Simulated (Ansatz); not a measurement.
**Single-point calculation, with input and output: Ti2Co (part 2 of 2)**

The same run, continued: Ti2Co (Fd-3m, 6 atoms in the cell); DFT r2SCAN, scalar-relativistic, plane waves, PAW, spin-polarised (Ansatz 0.2.0); cutoff 500 eV, 10×10×10 k-mesh, Gaussian smearing of 0.1 eV, collinear spins. The structure derives from an entry of the Crystallography Open Database. It belongs to a series of runs on one base structure; here: equal strain along all axes, cell held, atoms relaxed: +2.0 %.

Geometry of the input (Å; fractional positions):
```
0.0000  3.6357  3.6357
3.6357  0.0000  3.6357
3.6357  3.6357  0.0000
Ti 0.1250  0.1250  0.1250
Ti 0.6250  0.1250  0.1250
Ti 0.1250  0.1250  0.6250
Ti 0.1250  0.6250  0.1250
Co 0.5000  0.5000  0.5000
Co 0.7500  0.7500  0.7500
```

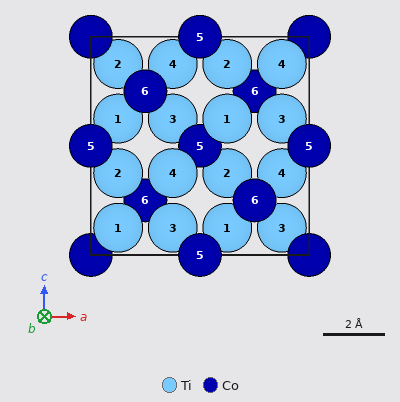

*The structure as given in the input (spheres-only view of the cell 4 times as large as that of the calculation, set on its symmetry axes, along the b axis; atoms are numbered from 1 in the order of the input). An atom can appear more than once, as a periodic image.*

```
this state was not tested for a lower state beside it, because the mixer in use, unlike msr1, does not test its closes by its own steps (another_mixer; see scf.mixing.algorithm and scf.lower_state_search)
SCF converged after 18 iterations
Magnetization: 5.0506 μB (43.5253 up, 38.4747 down)
Absolute magnetization: 6.4015 μB (∫|ρ↑−ρ↓|, with the PAW one-centre terms)
Spin contamination: 0.6983 ħ² per cell (⟨S²⟩ above its minimum at these occupations)
Per-site moments (μB) at R_I (Å): [(0.38806302111040697, 1.0604808348329497), (0.38806302111040614, 1.0604808348329497), (0.3880630211104072, 1.0604808348329497), (0.38806302111040664, 1.0604808348329497), (1.8600172685344498, 1.2435240051727938), (1.8600172685344505, 1.243524005172794)]
Free energy (F): -20277.547542 eV
Harris-Foulkes:  -20277.547542 eV  (|F-HF|=1.93e-8)
Internal energy: -20277.520912 eV  (E = F + TS)
E sigma→0 (E₀):  -20277.534227 eV
Entropy (-TS):   -0.026630 eV (-4.438 meV/atom)
Fermi energy:    13.351530 eV
--- Per-component energies (eV) ---
  E_band       = -1371.905420
  E_kinetic    = 1995.720220
  E_local      = -10084.580285  (includes V_loc(G=0)·N_el)
  E_nonlocal   = 950.119332
  E_hartree    = 4213.554783
  E_xc         = -683.038107
  E_vxc        = -986.204938  (∫ρ·V_xc dr)
  E_paw        = -7278.355096  (= ΣΔE_a)
  E_vpaw       = -1740.323795  (= ΣTr[D̂ρ^β])
  E_aug_tail   = 0.000436  (compensation charges beyond the density's cutoff)
  E_vtau       = 66.268783  (kinetic-family band-sum trace: ∫τ·v_τ [+ j·A + Jᵃ·Aᵃ] dr)
  E_ewald      = -9389.337954
  E_core_change = -1.604241  (= ΣΔE_core)
  E_smearing   = -0.026630  (= −TS)
  E_closure    = -0.000000  (closes the sum)
  Σ components = -20277.547542   (vs F -20277.547542, Δ=0.00e0)
--- Forces (eV/Å), atoms counted from 1 ---
  atom   1  Ti     0.00000000    -0.00000000    -0.00000000
  atom   2  Ti     0.00000000    -0.00000000    -0.00000000
  atom   3  Ti     0.00000000    -0.00000000    -0.00000000
  atom   4  Ti     0.00000000    -0.00000000     0.00000000
  atom   5  Co    -0.00000000     0.00000000    -0.00000000
  atom   6  Co    -0.00000000     0.00000000    -0.00000000
  max |Σ_I F_I| component: 9.76e-19 eV/Å
--- Stress (GPa, compression-positive) ---
       -5.326907      -0.000000       0.000000
        0.000000      -5.326907       0.000000
        0.000000      -0.000000      -5.326907
  P = ⅓ Tr σ = -5.3269 GPa (-53.269 kbar)
--- Band table (eV; the first three rows and the last of 94) ---
  k-point 0 ↑: bands = ["-86.5807", "-86.5797", "-48.3678", "-48.3678", "-48.3678", "-48.3622", "-48.3622", "-48.3622", "-45.7678", "-45.4275", "-45.4275", "-45.4275", "-22.0664", "-21.2289", "-21.2289", "-21.2289", "-20.9691", "-20.9691", "-20.3735", "-20.3735", "-20.3735", "-20.2352", "-20.2352", "-20.2352", "6.7742", "9.5353", "10.0151", "10.0151", "10.0151", "10.6004", "10.6004", "10.6004", "10.7264", "10.7264", "11.2457", "11.2457", "11.4028", "11.4028", "11.4028", "12.2760", "12.2760", "12.2760", "12.6146", "12.6146", "15.9933", "16.4183", "16.4183", "16.4183", "16.5698", "16.5698", "16.5698", "16.8348", "16.8348"]
  k-point 1 ↑: bands = ["-86.5807", "-86.5797", "-48.3678", "-48.3678", "-48.3677", "-48.3623", "-48.3622", "-48.3622", "-45.7617", "-45.4339", "-45.4275", "-45.4275", "-22.0401", "-21.2227", "-21.2169", "-21.2169", "-20.9634", "-20.9634", "-20.3878", "-20.3878", "-20.3734", "-20.2730", "-20.2403", "-20.2403", "6.8785", "9.5990", "10.0273", "10.0273", "10.0381", "10.5179", "10.5793", "10.5793", "10.7297", "10.7297", "11.2468", "11.2468", "11.4367", "11.4871", "11.4871", "12.2013", "12.3209", "12.3209", "12.6393", "12.6393", "15.8413", "15.9563", "15.9981", "15.9981", "16.5369", "16.5369", "16.5585", "16.8276", "16.8276"]
  k-point 2 ↑: bands = ["-86.5806", "-86.5798", "-48.3679", "-48.3679", "-48.3676", "-48.3624", "-48.3621", "-48.3621", "-45.7447", "-45.4520", "-45.4276", "-45.4276", "-21.9682", "-21.2010", "-21.1858", "-21.1858", "-20.9431", "-20.9431", "-20.4338", "-20.4338", "-20.3804", "-20.3734", "-20.2502", "-20.2502", "7.1842", "9.7256", "10.0638", "10.0638", "10.0862", "10.3997", "10.5267", "10.5267", "10.7420", "10.7420", "11.2421", "11.2421", "11.4605", "11.7108", "11.7108", "12.0171", "12.4272", "12.4272", "12.7543", "12.7543", "15.0839", "15.3976", "15.3976", "15.4565", "16.3639", "16.3639", "16.5293", "16.7990", "16.7990"]
  k-point 46 ↓: bands = ["-83.6245", "-83.6245", "-45.4610", "-45.4610", "-45.4555", "-45.4555", "-45.4508", "-45.4508", "-45.1080", "-45.1080", "-44.9437", "-44.9437", "-20.7680", "-20.7680", "-20.5289", "-20.5289", "-20.3181", "-20.3181", "-20.2998", "-20.2998", "-20.0918", "-20.0918", "-19.7842", "-19.7842", "9.5540", "9.5540", "10.5656", "10.5656", "11.9323", "11.9323", "12.0516", "12.0516", "12.5577", "12.5577", "12.6309", "12.6309", "12.7817", "12.7817", "13.6783", "13.6783", "13.7682", "13.7682", "14.6418", "14.6418", "14.9568", "14.9568", "15.1524", "15.1524", "15.8432", "15.8432", "15.9545", "15.9545", "16.7665"]
--- Löwdin populations: 6 sites ---
  site symbol       q [e]    m [muB]
     0     Ti     11.9405     0.4047
     1     Ti     11.9405     0.4047
     2     Ti     11.9405     0.4047
     3     Ti     11.9405     0.4047
     4     Co     16.5928     1.8606
     5     Co     16.5928     1.8606
  spilling = 0.012832 (of n_electrons = 82.000000)
```

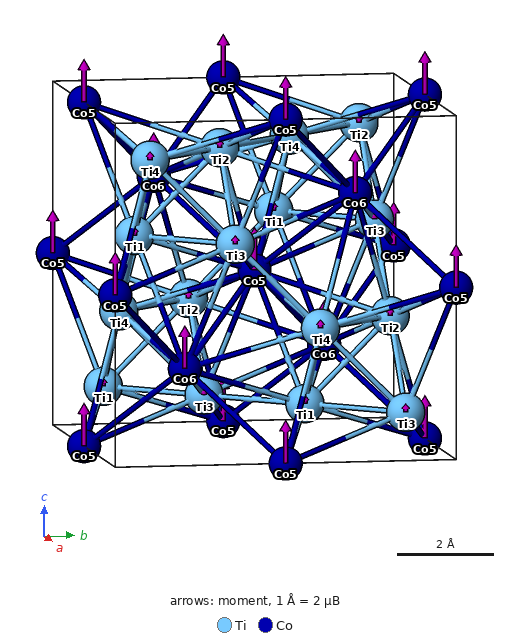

*Magnetic moments of the sites as pink arrows (ball-and-stick view of the cell 4 times as large as that of the calculation, set on its symmetry axes, seen slightly off an axis; atoms are numbered from 1 in the order of the input); small moments hardly show. The run is collinear, so the axis drawn is arbitrary.*

Site moments: Co5, Co6 (1.86 μB); all 4 Ti atoms (0.39 μB). They are counted near the atoms and needn't add up to the moment of the cell.

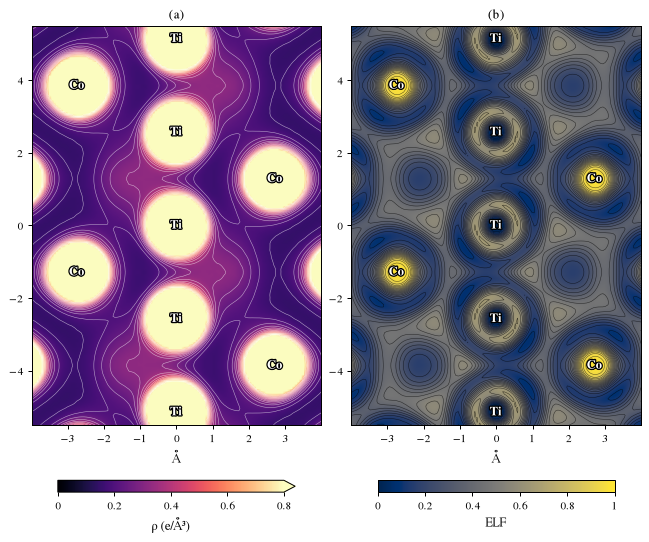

*(a) valence electron density; (b) ELF on the (110) plane of the conventional cell.*

Ti–Ti (2.57 Å): ρ is about 0.28 e/Å³ halfway; the ELF is about 0.20 at the midpoint; no shared electron pair. Ti–Co (3.01 Å): the density is about 0.18 e/Å³ at the midpoint; the ELF is about 0.35 at the midpoint (nearly free electrons, as in a simple metal). Away from the nuclei the density in this plane falls to 0.15 e/Å³ at its lowest.5. The strong features right at Ti and Co lie inside the PAW spheres (semicore, d or f shells) and say nothing about bonding. In a PAW calculation such maps are meaningful between the atoms, not at the nuclei.

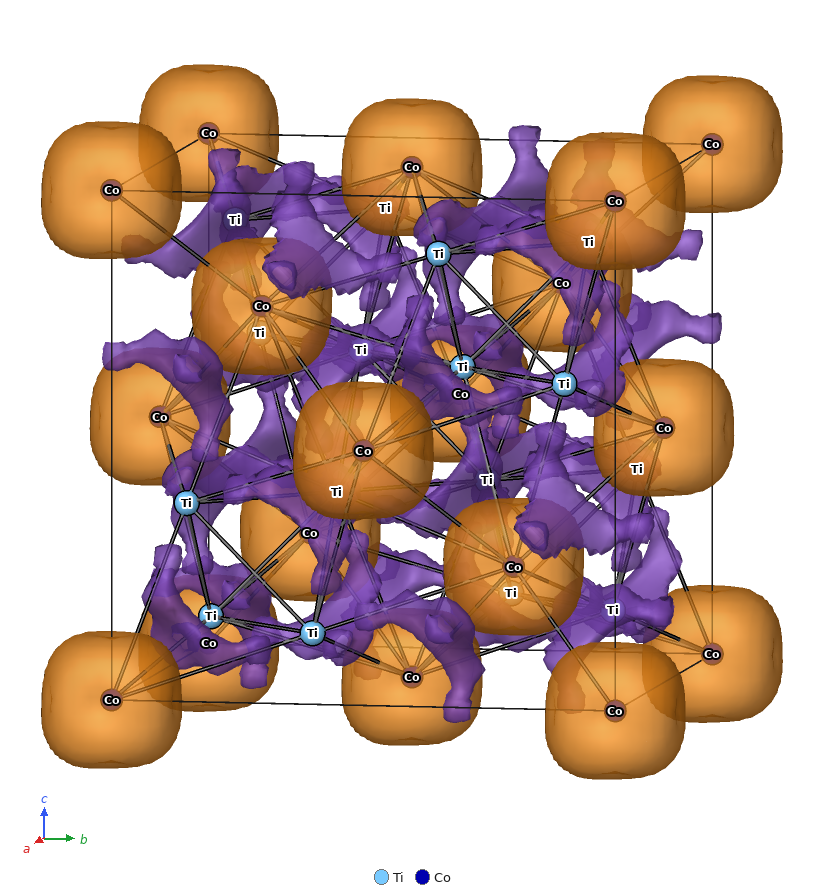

*Isosurfaces of the spin density (up minus down) at +0.02 (orange) and −0.02 e/Å³ (purple), seen slightly off an axis. Sticks mark near contacts. The outline is the cell set on symmetry axes.*

The cell of the calculation (6 atoms) carries 5.1 μB net.
